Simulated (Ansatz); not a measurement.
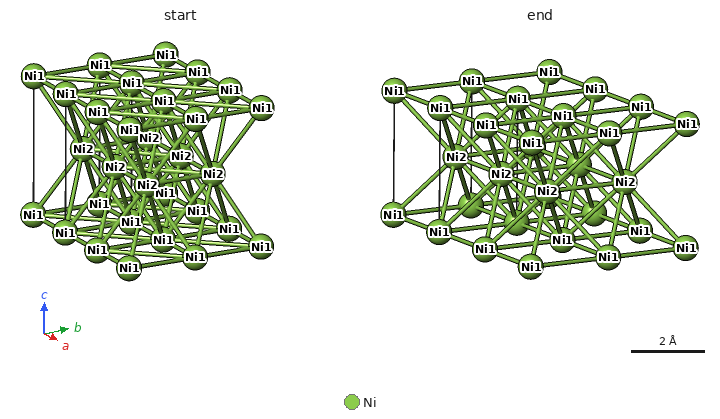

The structure of crystalline Ni (set up in P-1) before (left) and after (right) a relaxation, at one scale.

Style: ball-and-stick. Shown: the cell of the calculation, repeated 3 × 2 × 1 with one cell outlined, slightly off an axis.

The run lets cell and atoms move, from this start: cell sheared at random, sigma 0.01, atoms nudged by 0.01 A.

All numbers below come from Ansatz, Kohn-Sham DFT of a periodic cell, PBE, Ansatz PAW.

Input
```yaml
crystal:
  lattice:
    - [-1.3842675, 1.40274018, 1.421232]
    - [1.35091165, -1.37986243, 1.3649984]
    - [2.73345981, 2.78088327, -0.01047811]
  atoms:
    - { symbol: Ni, position: [0.00325222, 0.99599756, 0.0006908], spin: 1.0 }
    - { symbol: Ni, position: [0.49674778, 0.50400244, 0.4993092], spin: 1.0 }
hamiltonian:
  xc: pbe
  pseudopotentials: { kind: paw }
magnetization:
  spin_polarized: true
kpoints:
  mp_grid: { grid: [8, 9, 5] }
scf:
  occupations: { method: fermi_dirac, width: 0.05 }
output:
  forces: true
  stress: true
  eigenvalues: true
relax:
  f_tol: 0.01
  max_steps: 40
  cell: { stress_tol: 0.05, p_target: 5.0 }
```

Command:
```bash
ansatz run input.yaml --threads 2 --pin off --max-ram 5632MiB --backend cpu --events-out ev --progress --plain --runs-dir out
```

Q: What changed between the two?

A: The energy falls by 111 meV per atom in 12 accepted moves (15 points after the start). With the target pressure of 5 GPa, the enthalpy E + pV changes by −110 meV per atom. Largest force component: 0.051 eV/Å at the start, under 0.0001 eV/Å at the end. The pressure goes from 7.81 to 5.00 GPa. At 3 points the geometry stayed and the basis and grid were re-selected for the new cell (energy shift of 18.7 meV per atom at most each time). The largest moves relative to the cell, 0.013 Å, are those of Ni1 and Ni2. Ni1 goes roughly along [−3 3 −1]. The volume changes by +0.4 %, with a 2.430 → 2.474 Å (+1.8 %), b 2.365 → 2.467 Å (+4.3 %), c 3.899 → 3.485 Å (−10.6 %), α 91.0° → 90.0°, β 89.4° → 90.0°, γ 108.9° → 90.0°. Among the contacts that change: Ni1–Ni1 2.787 → 3.494 Å, Ni1–Ni2 2.806 → 2.468 Å, Ni1–Ni2 (another image) 2.758 → 2.468 Å, Ni1–Ni2 (another image) 2.719 → 2.468 Å. The space group (tolerance 0.01 Å) goes from P-1 (No. 2) to Immm (No. 71).
